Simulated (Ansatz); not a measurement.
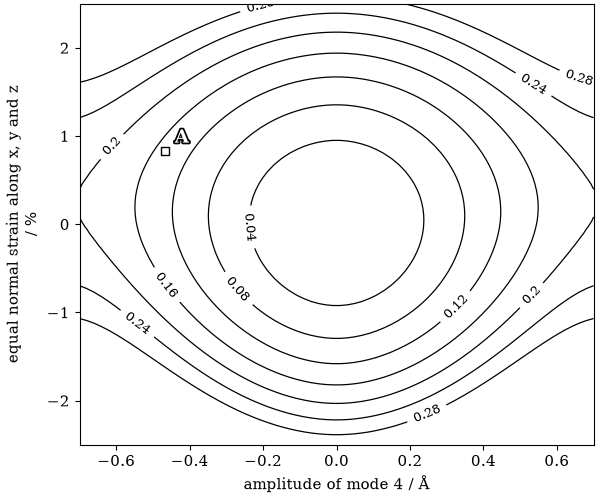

MoS2 (P6_3/mmc, No. 194; 6 atoms in the cell). 
- The energy is mapped over a normal mode and a strain (zone-centre modes of the 6-atom cell of this scan) (x along [1 0 0], y along [1 2 0], z along [0 0 1] of the conventional cell).
- Coordinates scanned: (1) amplitude of mode 4 (36 cm⁻¹), largest displacement in the unstrained cell; (2) equal normal strain along x, y and z.
- Nothing is relaxed (the pattern is fixed in fractional coordinates).
- The scan uses a 7 × 7 grid; 28 points were computed and 21 follow by symmetry.
- Points are written as (first, second).
- All energies are given in eV per cell relative to the lowest grid point.
- Computed with DFT PBE+D3(BJ), scalar-relativistic, plane waves, PAW in Ansatz 0.2.0. Settings: cutoff 420 eV, k-mesh 12×12×4 in the order of the run's cell vectors, gaussian smearing 0.05 eV, no spin polarisation.

The picture shows contour lines labelled in eV (none above 0.28), the point A. Between grid points the surface is interpolated.

### Which way does the force act at A, and how strong is it?

A, at (−0.467 Å, 0.83 %), is not a stationary point. The computed force is 0.37 eV for each Å towards larger values of the first coordinate and 0.059 eV for each 1 % towards smaller values of the second coordinate.

PAW datasets: the set soft_1.
